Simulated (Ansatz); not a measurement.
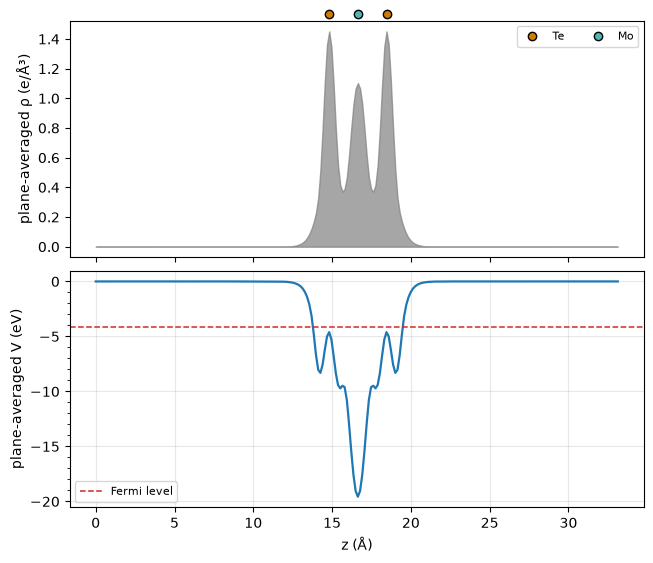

Te$_{2}$Mo (slab). Plane average of the electrostatic potential (local pseudopotential plus Hartree) felt by an electron and of the valence pseudo-density across the slab. Circles mark the heights of the atoms.

Changed on purpose from its base cell (strain along y -0.020, atoms relaxed); computed without spin polarisation.

The calculation used DFT PBE+D3(BJ), scalar-relativistic, plane waves, PAW in Ansatz.

```
CELL_PARAMETERS angstrom
3.50389 0.00000 0.00000
-1.75195 2.97377 0.00000
0.00000 0.00000 33.27021
ATOMIC_POSITIONS crystal
Te 0.33279 0.66558 0.44497
Mo 0.66775 0.33550 0.50000
Te 0.33279 0.66558 0.55503
```

**How far above the Fermi level of the calculation is the vacuum level?**

4.2 eV. The slab has a gap, so the Fermi level lies inside it and this isn't a work function in the metallic sense.

**What are the slab's thickness and the vacuum gap?**

The outermost nuclei are 3.7 Å apart, in 3 atomic planes; the vacuum between periodic images is 29.6 Å wide.
